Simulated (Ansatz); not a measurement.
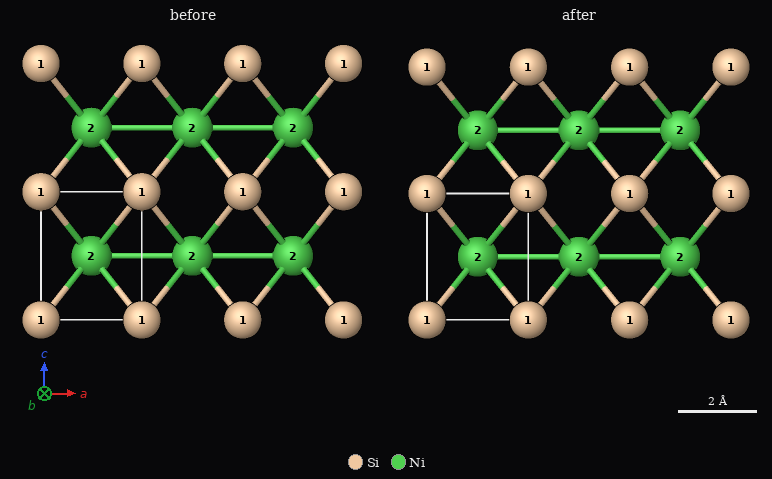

The structure of a crystal of SiNi (a generated structure, set up in P4/mmm) (coarse preliminary run) before (left) and after (right) a relaxation, at one scale.

The picture is a ball-and-stick view of the cell of the calculation, repeated 3 × 1 × 2 with one cell outlined, seen along the b axis.

These are results of DFT PBE, scalar-relativistic, plane waves, PAW in Ansatz, not measurements. Set-up: plane-wave cutoff 420 eV; k-point mesh 6 × 6 × 6; occupations gaussian; smearing width 0.1 eV; no spin polarisation; cell and atoms relaxed; force threshold 0.04 eV/Å; at most 70 steps.

Summarise the run.

After 2 accepted moves (3 points after the start) the energy has fallen by 1.0 meV per atom. All forces vanish by symmetry, so only the cell relaxes. The pressure goes from −0.59 to 0.11 GPa. At 1 point the geometry stayed and the basis and grid were re-selected for the new cell (energy shift of less than 0.05 meV per atom at most each time). No atom moves by more than 0.005 Å relative to the cell. The drawn cell changes as follows: a = b 2.616 → 2.628 Å (+0.5 %), c 3.325 → 3.279 Å (−1.4 %); the volume changes by −0.5 %. Some distances before and after: Ni2–Ni2 2.616 → 2.628 Å, Si1–Ni2 2.487 → 2.478 Å. The space group stays P4/mmm (No. 123). The run took 8.5 s on 1 thread of Intel(R) Xeon(R) Platinum 8175M CPU @ 2.50GHz (Skylake/Cascade Lake) (shared host), peak memory 0.34 GiB.

Limits of the set-up: the k-point mesh is coarse for a cell with partly filled bands; an element that often carries a moment was run without spin polarisation.
